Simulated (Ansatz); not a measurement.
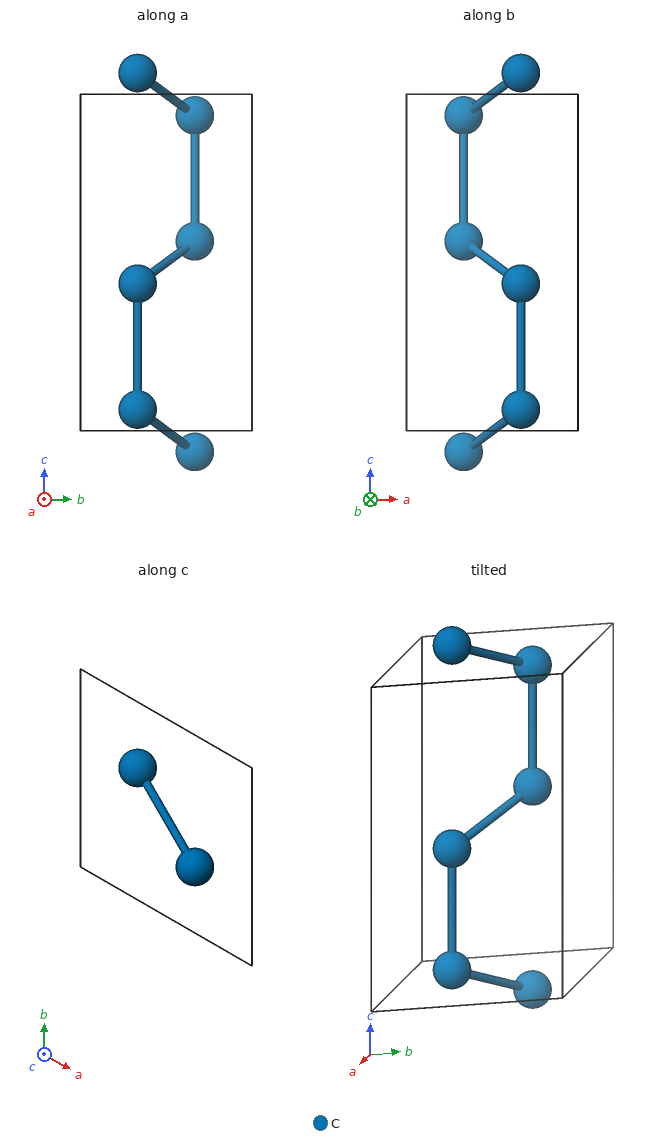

This ball-and-stick model is shown along the a axis, along the b axis, along the c axis and slightly off an axis. Thin lines show the conventional unit cell, with boundary atoms drawn in all their periodic places.

Lattice parameters: a = 2.4531 Å, b = 2.4531 Å, c = 4.1702 Å, α = 90.000°, β = 90.000°, γ = 120.000°.

Question: Write down what is shown as a CIF in P1 with every atom of the cell, with free fractional coordinates to two decimals.

Answer:
```cif
data_structure
_symmetry_space_group_name_H-M 'P 1'
_symmetry_Int_Tables_number 1
_cell_length_a 2.4531
_cell_length_b 2.4531
_cell_length_c 4.1702
_cell_angle_alpha 90.000
_cell_angle_beta 90.000
_cell_angle_gamma 120.000
_cell_volume 21.73
loop_
_atom_site_label
_atom_site_type_symbol
_atom_site_fract_x
_atom_site_fract_y
_atom_site_fract_z
_atom_site_occupancy
C1 C 0.3333 0.6667 0.56 1
C2 C 0.6667 0.3333 0.06 1
C3 C 0.3333 0.6667 0.94 1
C4 C 0.6667 0.3333 0.44 1
```

It goes back to a structure type filled with this element by a generator (whether the element takes this form wasn't checked). The cell was then strained or its atoms displaced on purpose. A calculation with Ansatz used it as input.

At this level of theory the cell isn't at rest (compressed, at 20 GPa), so its distances can differ from those at equilibrium, the more so the softer the solid.
